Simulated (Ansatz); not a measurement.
# Al$_{2}$Cu: single-point calculation

Al$_{2}$Cu (3 atoms in the cell), computed with DFT PBEsol, scalar-relativistic, plane waves, PAW, no spin polarisation (Ansatz 0.2.0).

The structure derives from a Materials Project entry. It belongs to a series of runs on one base structure; here: strain -0.015 along x and y, +0.015 along z, atoms carried along.

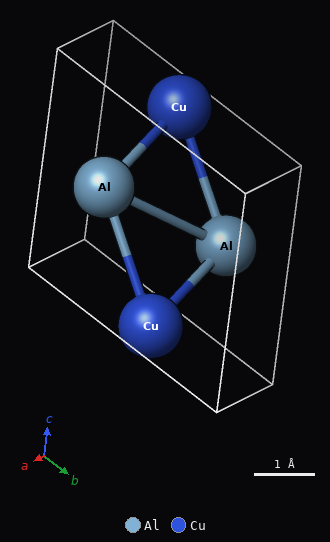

The structure (ball-and-stick view of the cell of the calculation, seen slightly off an axis). An atom can appear more than once, as a periodic image. Near neighbours in the periodic cell (some may lie outside the picture): Al has 6 Al at 2.82 to 2.91 Å and 4 Cu at 2.47 Å; Cu has 8 Al at 2.47 Å.

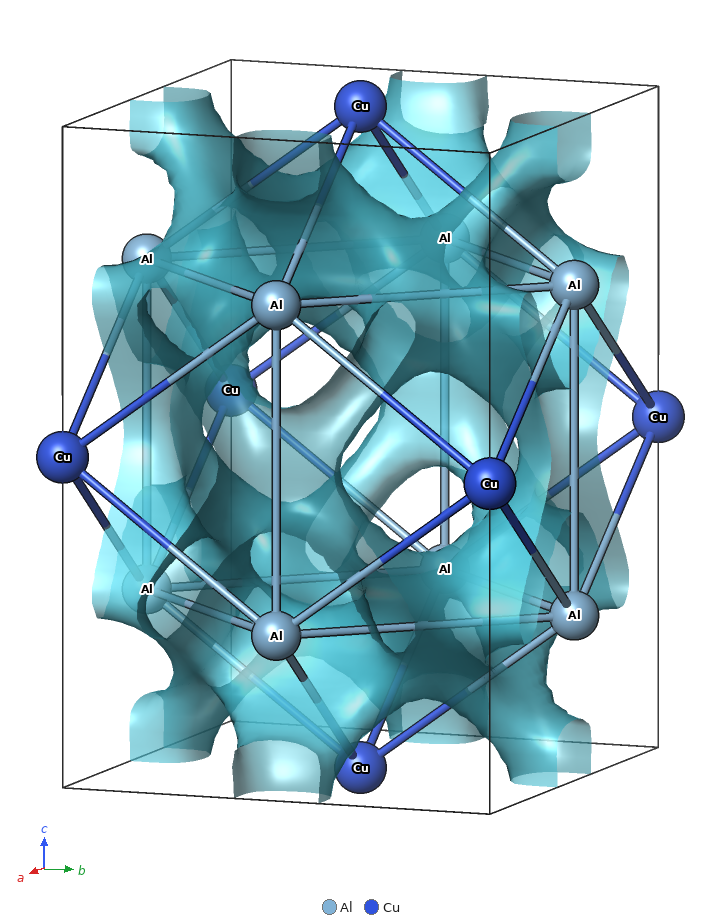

Isosurface of the ELF at 0.55 (cyan), seen slightly off an axis. Core shells and regions of very low density are left out. Sticks mark near contacts. The outline is the cell set on symmetry axes. The ELF exceeds this value in one network that runs through the whole crystal, counted in one cell of 6 atoms. Profiles from the grid: Al–Cu (2.47 Å): the ELF peaks at about 0.70 between the atoms. Al–Al (2.82 Å): the ELF peaks at about 0.65 between the atoms. In a PAW calculation such maps are meaningful between the atoms, not at the nuclei.

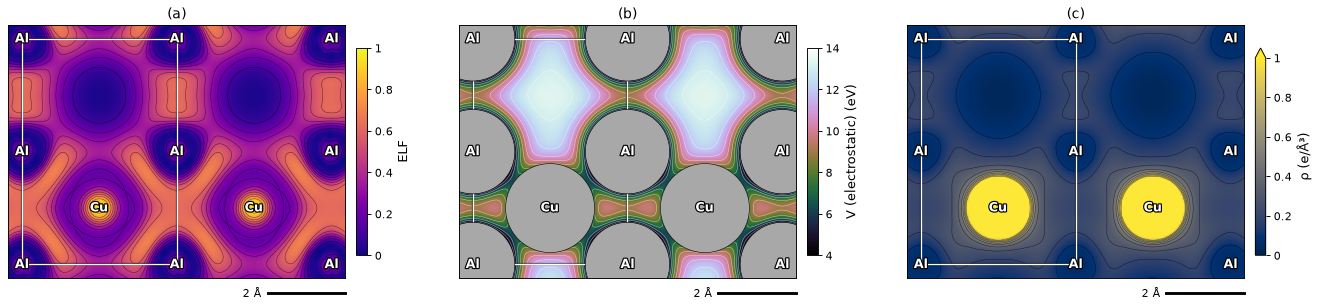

(a) ELF; (b) electrostatic potential energy of an electron; (c) valence charge density (pseudo) on the (100) plane of the conventional cell. Grey discs, where drawn, cover atomic cores. Atoms in the plane: Al and Cu. Al–Cu (2.47 Å): the density is about 0.33 e/Å³ at the midpoint; the ELF peaks at about 0.70 between the atoms. Al–Al (2.91 Å): ρ is about 0.21 e/Å³ halfway; the ELF peaks at about 0.65 between the atoms. Away from the nuclei the density in this plane falls to 0.03 e/Å³ at its lowest. The strong features right at Cu lie inside the PAW spheres (semicore, d or f shells) and say nothing about bonding. Outside the cores the potential energy rises away from the atoms and is highest about 2.4 Å from the nearest atoms; outside the discs it spans about 9 eV, and its zero is arbitrary.

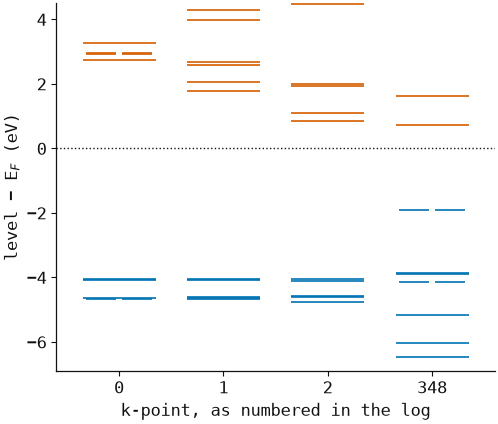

Kohn–Sham levels near the Fermi level (dotted) at the few k-points that the log prints; levels within 0.02 eV of each other stand side by side. The system is metallic on the full mesh.

The input that produced these results follows, with the program's output.

**The input**
```yaml
crystal:
  lattice:
    - [-1.9942620736, 1.9942620736, 2.9059588708]
    - [1.9942620736, -1.9942620736, 2.9059588708]
    - [1.9942620736, 1.9942620736, -2.9059588708]
  atoms:
    - { symbol: Al, position: [0.75, 0.25, 0.5] }
    - { symbol: Al, position: [0.25, 0.75, 0.5] }
    - { symbol: Cu, position: [0.5, 0.5, 0.0] }
basis:
  ecutwfc: 420
kpoints:
  mp_grid: { grid: [16, 16, 16] }
hamiltonian:
  xc: pbesol
scf:
  occupations: { method: gaussian, width: 0.15 }
output:
  forces: true
  stress: true
  eigenvalues: true
  write_density: true
  write_potential: true
  elf: true
  volumetric_format: npy
```

Command:
```bash
ansatz run input.yaml --threads 2 --pin off --max-ram 5120MiB --backend cpu --events-out ev --progress --plain --runs-dir out
```

**Log**
```
Engine: ansatz 0.2.0, aarch64-unknown-linux-gnu
Pseudopotentials: kind: paw
Pseudopotential: Al, paw, valence charge 3, recommended cutoff 420 eV (normal), Al.paw.azcp
Pseudopotential: Cu, paw, valence charge 19, recommended cutoff 420 eV (normal), Cu.paw.azcp
Functional definition: PBEsol
  exchange = pbesol_x
  correlation = pbesol_c
Crystal: 3 atoms, lattice volume = 46.229 Å³
Basis set: ecut = 420 eV, 909 PW (Γ), exchange–correlation on 60×60×60 points (8 copies of the dense FFT grid, shifted against one another)
Bands: 17, of which v1, the nominal top of the filled ones, is band 13 counted from 1 (12 counted from 0)
Symmetry: 16 space group operations
Space group: I4/mmm (ITA 139), of the structure as read, at distance tolerance 3.6e-5 Å
k-points: 349 of 4096
Non-local potential: Al, projectors of the file, l = 0: 2, l = 1: 2, l = 2: 1
Non-local potential: Cu, projectors of the file, l = 0: 3, l = 1: 2, l = 2: 3, l = 3: 1
PAW form: soft (Blöchl's): semilocal exchange-correlation on the pseudo side does not see the compensation charge
PAW frozen core: Al, regenerated for the run's functional, and the local potential with it (the file was generated under x = pbe(κ = 0.804, μ = 0.2195149727645171), c = pbe(β = 0.06672455060314922))
PAW frozen core: Cu, regenerated for the run's functional, and the local potential with it (the file was generated under x = pbe(κ = 0.804, μ = 0.2195149727645171), c = pbe(β = 0.06672455060314922))
PAW one-centre angular grid: Al, 110 points (default); XC on 64 Gauss nodes
PAW one-centre angular grid: Cu, 590 points (default); XC on 64 Gauss nodes
Initial density: superposition of atomic densities (neutral atoms: chi_scale 0, normalization atom), corrected by the library's trained network
Initial wavefunctions: pseudopotential atomic-orbital guess
Functional: x = pbesol(κ = 0.804, μ = 0.12345679012345678), c = pbesol(β = 0.046)
SCF iter   1: F=—  HF=-7638.411332 eV  |F-HF|=—  |Δ(HF+E_count)|=         —  Δρ=8.72e-3  dr2=1.91e-2  ethr=1.77e-3  ⟨swp⟩=5.1  Hψ=29486  notcnv=0
preconditioner: auto → Kerker (q_TF=auto, 2.463 Å⁻¹)  [metal: Δε(μ)=0.020 eV  Ē_g=8.519 eV  σ=0.150 eV  W_gap=0.08  n_scr=14 (ndim 8)  ℏωp=22.5 eV  f_vac=0.001  D(μ)=0.84/eV (n_scr^D=0)]
SCF iter   2: F=—  HF=-7638.407798 eV  |F-HF|=—  |Δ(HF+E_count)|=   3.53e-3  Δρ=1.23e-3  dr2=7.34e-4  ethr=7.63e-5  ⟨swp⟩=2.1  Hψ=11205  notcnv=0
SCF iter   3: F=—  HF=-7638.407695 eV  |F-HF|=—  |Δ(HF+E_count)|=   1.03e-4  Δρ=1.07e-3  dr2=4.90e-4  ethr=2.93e-6  ⟨swp⟩=2.1  Hψ=7910  notcnv=0
SCF iter   4: F=—  HF=-7638.407733 eV  |F-HF|=—  |Δ(HF+E_count)|=   3.79e-5  Δρ=3.50e-4  dr2=8.28e-5  ethr=1.96e-6  ⟨swp⟩=1.0  Hψ=5847  notcnv=0
SCF iter   5: F=—  HF=-7638.407732 eV  |F-HF|=—  |Δ(HF+E_count)|=   1.05e-6  Δρ=6.67e-5  dr2=3.23e-6  ethr=3.31e-7  ⟨swp⟩=1.1  Hψ=5929  notcnv=0
SCF iter   6: F=—  HF=-7638.407732 eV  |F-HF|=—  |Δ(HF+E_count)|=   2.06e-7  Δρ=3.14e-5  dr2=5.82e-7  ethr=1.29e-8  ⟨swp⟩=2.2  Hψ=8776  notcnv=0
SCF iter   7: F=-7638.407732 eV  HF=-7638.407732 eV  |F-HF|=2.73e-8  |Δ(HF+E_count)|=   1.46e-7  Δρ=4.74e-6  dr2=1.31e-8  ethr=4.00e-10  ⟨swp⟩=6.4  Hψ=34925  notcnv=0
SCF 1 converged in 7 iterations: F = -7638.407732 eV  dr2 = 1.31e-8
  greatest PAW one-centre occupation: 1.000 electrons in one spin orbital (limit 2), on the Cu atom at site 2 (counted from 0), in its partial waves of l = 0
SCF converged after 7 iterations
Free energy (F): -7638.407732 eV
Harris-Foulkes:  -7638.407732 eV  (|F-HF|=2.73e-8)
Internal energy: -7638.398341 eV  (E = F + TS)
E sigma→0 (E₀):  -7638.403036 eV
Entropy (-TS):   -0.009391 eV (-3.130 meV/atom)
Fermi energy:    9.554371 eV
--- Per-component energies (eV) ---
  E_band       = -487.449934
  E_kinetic    = 347.600625
  E_local      = -5860.136691  (includes V_loc(G=0)·N_el)
  E_nonlocal   = 403.634063
  E_hartree    = 2620.744622
  E_xc         = -169.692533
  E_vxc        = -176.208487  (∫ρ·V_xc dr)
  E_paw        = -2528.792034  (= ΣΔE_a)
  E_vpaw       = -443.838200  (= ΣTr[D̂ρ^β])
  E_aug_tail   = 0.000234  (compensation charges beyond the density's cutoff)
  E_ewald      = -2452.001106
  E_core_change = 0.244480  (= ΣΔE_core)
  E_smearing   = -0.009391  (= −TS)
  E_closure    = -0.000000  (closes the sum)
  Σ components = -7638.407732   (vs F -7638.407732, Δ=0.00e0)
--- Forces (eV/Å), atoms counted from 1 ---
  atom   1  Al     0.00000000    -0.00000000     0.00000000
  atom   2  Al     0.00000000     0.00000000     0.00000000
  atom   3  Cu    -0.00000000     0.00000000     0.00000000
  max |Σ_I F_I| component: 3.47e-18 eV/Å
--- Stress (GPa, compression-positive) ---
        2.752346       0.000000       0.000000
        0.000000       2.752346      -0.000000
        0.000000      -0.000000      -0.328960
  P = ⅓ Tr σ = 1.7252 GPa (17.252 kbar)
--- Band table (eV; the first three rows and the last of 349) ---
  k-point 0: bands = ["-104.0609", "-61.5709", "-61.5533", "-61.5533", "-0.8546", "4.8938", "4.8938", "4.9245", "5.4636", "5.5171", "12.2816", "12.4901", "12.4901", "12.5165", "12.5165", "12.8261", "14.1039"]
  k-point 1: bands = ["-104.0609", "-61.5709", "-61.5533", "-61.5533", "-0.7818", "4.8710", "4.9038", "4.9359", "5.4647", "5.5098", "11.3392", "11.6014", "12.1395", "12.2334", "13.5245", "13.8450", "14.5907"]
  k-point 2: bands = ["-104.0609", "-61.5709", "-61.5533", "-61.5533", "-0.5639", "4.8058", "4.9347", "4.9705", "5.4455", "5.5097", "10.4032", "10.6552", "11.5009", "11.5588", "14.0455", "14.7082", "15.0925"]
  k-point 348: bands = ["-104.0609", "-61.5710", "-61.5533", "-61.5533", "3.0888", "3.5301", "4.4019", "5.4138", "5.4138", "5.6720", "5.7014", "7.6579", "7.6579", "10.2938", "11.1718", "18.6010", "20.5608"]
```

**Summary**

| quantity | value |
| --- | --- |
| outcome | converged |
| space group (tolerance 0.01 Å) | I4/mmm (139) |
| electrons treated | 25 |
| free energy | −7638.4077 eV |
| Fermi energy | 9.554 eV |
| gap on the k-point mesh | none (metallic) |
| pressure | 1.73 GPa |
| largest force (length of the vector) | under 0.001 eV/Å |
| hardware | 2 threads of Arm Neoverse V2, 24 GiB of memory available, shared host |
| wall time | 7.4 s (CPU time 15 s) |
| peak memory | 0.5 GiB |
